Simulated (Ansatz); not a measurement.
**TiAl: 5 runs along one coordinate**

System: TiAl (P4/mmm, 2 atoms in the cell).
Method: DFT LDA, scalar-relativistic, plane waves, PAW, no spin polarisation (Ansatz 0.2.0).

The 5 runs differ only in the geometry, by a strain of the cell at fixed fractional positions. Against run 3, the strain is εzz = η. The structure derives from an entry of the Crystallography Open Database.

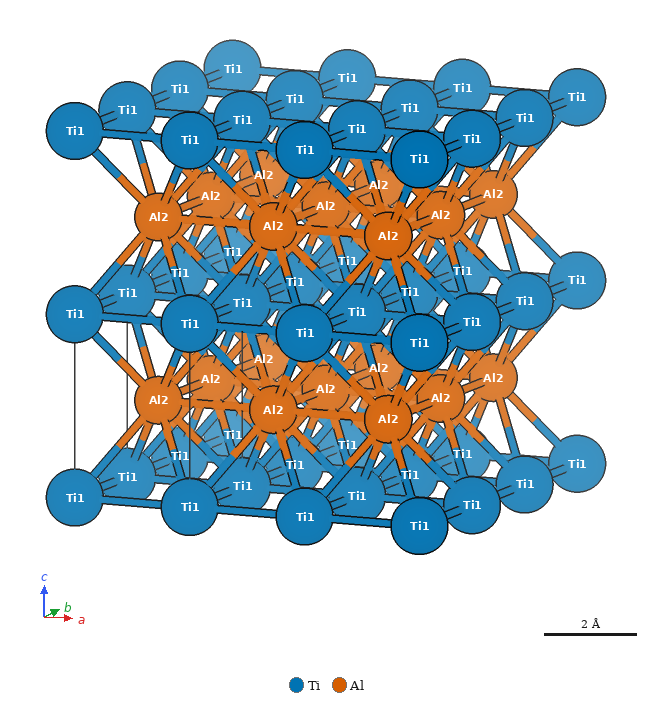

Figure 1. The structure of run 3 (ball-and-stick view of the cell of the calculation, repeated 3 × 3 × 2, seen at an oblique angle; atoms are numbered from 1 in the order of the input).

### Input of run 3
```yaml
crystal:
  lattice:
    - [2.752181, 0.0, 0.0]
    - [0.0, 2.752181, 0.0]
    - [0.0, 0.0, 4.0591]
  atoms:
    - { symbol: Ti, position: [0.0, 0.0, 0.0] }
    - { symbol: Al, position: [0.5, 0.5, 0.5] }
basis:
  ecutwfc: 420
kpoints:
  mp_grid: { grid: [16, 16, 12] }
hamiltonian:
  xc: lda
scf:
  occupations: { method: gaussian, width: 0.15 }
output:
  forces: true
  stress: true
  eigenvalues: true
```

Run 2 differs from it as follows:
```diff
-    - [0.0, 0.0, 4.0591]
+    - [0.0, 0.0, 3.9982135]
```

### Results, with one run withheld

| run | strain parameter η (%) | free energy per atom, from the lowest run given (meV) | pressure (GPa) |
| --- | --- | --- | --- |
| 1 | −3.0000 | 3.18 | 3.45 |
| 2 | −1.5000 | ? | ? |
| 3 | 0.0000 | 0.00 | −0.59 |
| 4 | 1.5000 | 4.52 | −2.41 |
| 5 | 3.0000 | 12.84 | −4.08 |

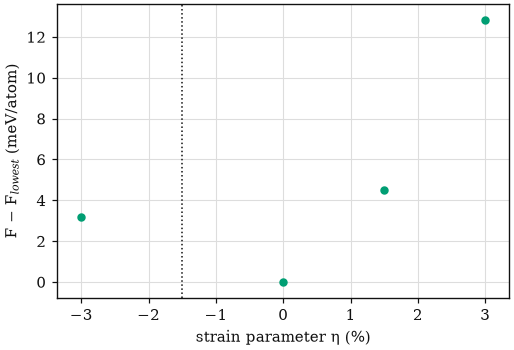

Figure 2. Free energy per atom of the runs given; the dotted line marks run 2.

Estimate the energy of run 2 from the others.

A quadratic polynomial in the coordinate, fitted to the 4 runs given, misses them by at most 0.06 meV per atom. With x = η − 0.3750, it reads F = 0.77491 + 2.2794 x + 0.88586 x² (meV per atom). At run 2 it gives −0.38 meV per atom, and the run itself gives −0.50. The fit has its minimum at η = −0.9115 %.

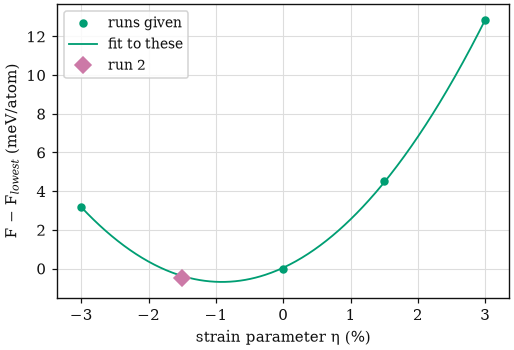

Figure 3. The fit and the withheld run.

### Output, shortened to warnings, some set-up lines, iterations and results (run 2)
```
Basis set: ecut = 420 eV, 601 PW (Γ)
Symmetry: 16 space group operations
k-points: 315 of 3072
Initial density: superposition of atomic densities (neutral atoms: chi_scale 0, normalization atom), corrected by the library's trained network
[...]
SCF iter   1: F=—  HF=-2964.037495 eV  |F-HF|=—  |Δ(HF+E_count)|=         —  Δρ=5.84e-3  dr2=1.47e-2  ethr=1.77e-3  ⟨swp⟩=5.0  Hψ=18888  notcnv=0
SCF iter   2: F=—  HF=-2964.035978 eV  |F-HF|=—  |Δ(HF+E_count)|=   1.52e-3  Δρ=4.03e-3  dr2=9.25e-3  ethr=9.79e-5  ⟨swp⟩=1.0  Hψ=6300  notcnv=0
SCF iter   3: F=—  HF=-2964.034140 eV  |F-HF|=—  |Δ(HF+E_count)|=   1.84e-3  Δρ=4.01e-4  dr2=2.68e-5  ethr=6.17e-5  ⟨swp⟩=1.7  Hψ=4191  notcnv=0
SCF iter   4: F=—  HF=-2964.034149 eV  |F-HF|=—  |Δ(HF+E_count)|=   8.23e-6  Δρ=8.52e-5  dr2=1.80e-6  ethr=1.79e-7  ⟨swp⟩=2.2  Hψ=5296  notcnv=0
SCF iter   5: F=-2964.034149 eV  HF=-2964.034149 eV  |F-HF|=1.18e-8  |Δ(HF+E_count)|=   1.70e-7  Δρ=1.42e-5  dr2=3.79e-8  ethr=1.20e-8  ⟨swp⟩=1.9  Hψ=4519  notcnv=0
SCF iter   6: F=-2964.034149 eV  HF=-2964.034149 eV  |F-HF|=5.80e-10  |Δ(HF+E_count)|=  3.98e-10  Δρ=1.62e-6  dr2=8.49e-10  ethr=2.53e-10  ⟨swp⟩=2.1  Hψ=12241  notcnv=0
SCF 1 converged in 6 iterations: F = -2964.034149 eV  dr2 = 8.49e-10
SCF converged after 6 iterations
Free energy (F): -2964.034149 eV
Harris-Foulkes:  -2964.034149 eV  (|F-HF|=5.80e-10)
Internal energy: -2964.014062 eV  (E = F + TS)
E sigma→0 (E₀):  -2964.024105 eV
Entropy (-TS):   -0.020087 eV (-10.044 meV/atom)
Fermi energy:    11.621227 eV
--- Per-component energies (eV) ---
  E_band       = -151.611476
  E_kinetic    = 299.186080
  E_local      = -1050.487644  (includes V_loc(G=0)·N_el)
  E_nonlocal   = 24.084416
  E_hartree    = 452.673338
  E_xc         = -137.481206
  E_vxc        = -152.834700  (∫ρ·V_xc dr)
  E_paw        = -1443.268768  (= ΣΔE_a)
  E_vpaw       = -176.905802  (= ΣTr[D̂ρ^β])
  E_aug_tail   = 0.000101  (compensation charges beyond the density's cutoff)
  E_ewald      = -1109.102047
  E_core_change = 0.381667  (= ΣΔE_core)
  E_smearing   = -0.020087  (= −TS)
  E_closure    = 0.000000  (closes the sum)
  Σ components = -2964.034149   (vs F -2964.034149, Δ=0.00e0)
--- Forces (eV/Å), atoms counted from 1 ---
  atom   1  Ti    -0.00000000    -0.00000000     0.00000000
  atom   2  Al     0.00000000     0.00000000     0.00000000
  max |Σ_I F_I| component: 6.66e-31 eV/Å
--- Stress (GPa, compression-positive) ---
        1.492523       0.000000       0.000000
        0.000000       1.492523       0.000000
        0.000000       0.000000       1.092248
  P = ⅓ Tr σ = 1.3591 GPa (13.591 kbar)
```
